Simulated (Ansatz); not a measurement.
# B4N3 (slab): what the fields show

Input file:

```
crystal:
  lattice:
    - [2.5051851823, 0.0, 0.0]
    - [1.2500915931, 2.1709960402, 0.0]
    - [0.0, 0.0, 25.6789644448]
  atoms:
    - { symbol: B, position: [0.4998931262, 0.4998931262, 0.3310102328] }
    - { symbol: "N", position: [0.8334068838, 0.8334068838, 0.3310102328] }
    - { symbol: B, position: [0.9998931262, 0.9998931262, 0.4610576197] }
    - { symbol: "N", position: [0.3334068838, 0.3334068838, 0.4610576197] }
    - { symbol: B, position: [0.4998931262, 0.4998931262, 0.5911050065] }
    - { symbol: "N", position: [0.8334068838, 0.8334068838, 0.5911050065] }
    - { symbol: B, position: [0.8334068838, 0.8334068838, 0.6518551198], spin: 1.0 }
basis:
  ecutwfc: 420
kpoints:
  mp_grid: { grid: [12, 12, 1] }
hamiltonian:
  xc: pbe
  dispersion: d3bj
scf:
  occupations: { method: gaussian, width: 0.05 }
output:
  forces: true
  eigenvalues: true
  populations: true
  write_density: true
  write_potential: true
  elf: true
  volumetric_format: npy
magnetization:
  spin_polarized: true
relax:
  adjacent_minimum: "off"
  f_tol: 0.03
  max_steps: 70
  constraints: [{ sites: [0, 1] }]
efield:
  axis: 3
  dipole_correction: true
  ramp_width: 0.04
```

Launched as:

```sh
ansatz run input.yaml --threads 1 --pin off --max-ram 2560MiB --backend cpu --events-out ev --progress --plain --runs-dir out
```

The fields are those of the relaxed geometry.

The program warned that a starting moment wasn't kept; spin-polarised, but the moments vanished.

These are results of Ansatz, DFT PBE+D3(BJ), scalar-relativistic, plane waves, PAW, not measurements.

Core electrons are frozen (PAW), and the valence fields are smoothed inside the atomic spheres.

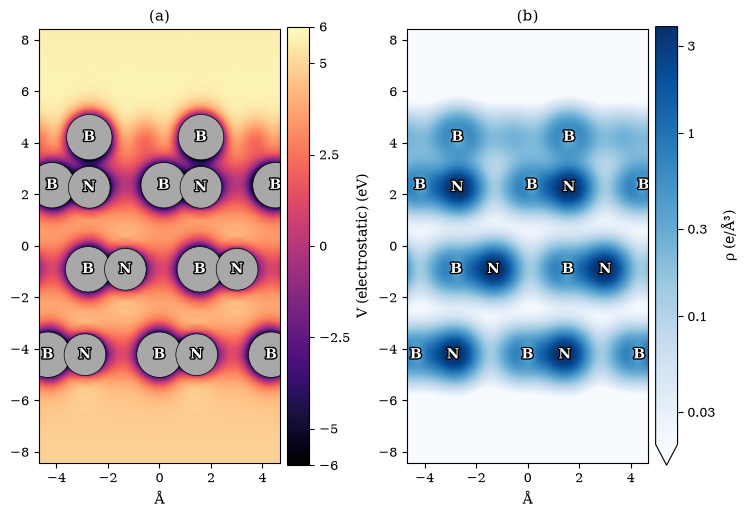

Figure 1. (a) electrostatic potential energy of an electron; (b) valence charge density (pseudo) on the (11̄0) plane of the calculation cell, a cut from vacuum to vacuum. Grey discs cover the atomic cores in the potential map.

Read the bonding off the picture.

- Atoms in the plane: B and N.
- B–N (1.45 Å): ρ is about 1.8 e/Å³ halfway.
- The density dies away to nearly zero in the vacuum.

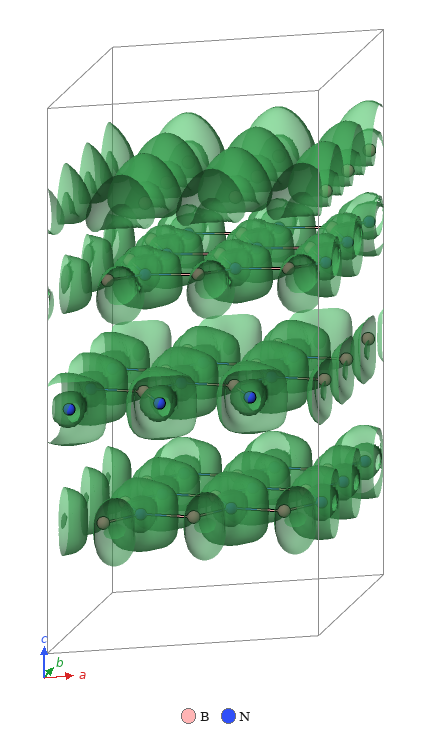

Figure 2. Isosurface of the electron localisation function at 0.7 (green), seen slightly off an axis. Core shells and regions of very low density are left out. Sticks mark near contacts.

Where are the electrons localised?

At this value the surface marks out three regions on N in which the atom's valence shell and bonds are merged and one ring or bowl of non-bonding electrons around B, counted in one cell of 7 atoms. Counts are for one cell; the picture repeats the cell along the surface.


B–N (1.45 Å): the ELF peaks at about 0.95 between the atoms.

Does the calculation make it a metal, or give it a gap?

It is metallic or semimetallic at this level of theory: no gap opens.
